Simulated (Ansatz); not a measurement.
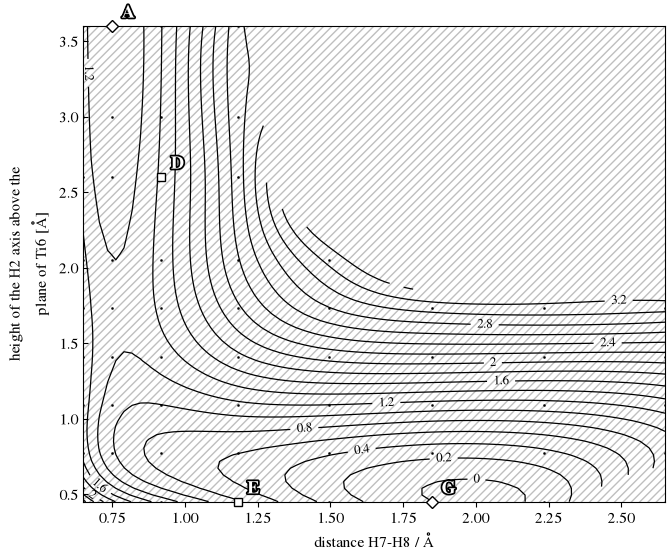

H₂ on a Ti(111) slab cut from the Im-3m phase, its upper half relaxed before the scan (6 atoms of substrate and one adsorbate in a 1 × 1 cell). H2 lies flat over one site of a rigid substrate while its bond length and height are varied; it sits over a hollow of the top layer over the deeper atom Ti5, heights counted from the top plane, its axis along the long diagonal of the hexagonal surface cell. The first coordinate is: distance H7-H8; the second: height of the H2 axis above the plane of Ti6. The scan uses an 8 × 9 grid. At 16 points there is no value (left out: too close to the surface, or the stretched molecule far from it). Points are written as (first, second). All energies are given in eV relative to the lowest grid point. Computed with Ansatz 0.2.0, DFT PBE, scalar-relativistic, plane waves, PAW. Settings: cutoff 420 eV, k-mesh 6×6×1, gaussian smearing 0.1 eV, no spin polarisation.

The picture shows contour lines labelled in eV, dots at the grid points, hatched blanks where no value was computed, lettered points. Between grid points the surface is interpolated.

Question: Is A the lowest point of the computed grid?

Answer: No. A lies 1.04 eV above the lowest grid point, which is at (1.849 Å, 0.45 Å).

Question: Rank the lettered points by energy, lowest first.

Answer: G (0.00 eV), E (0.83 eV), A (1.04 eV), D (1.44 eV).
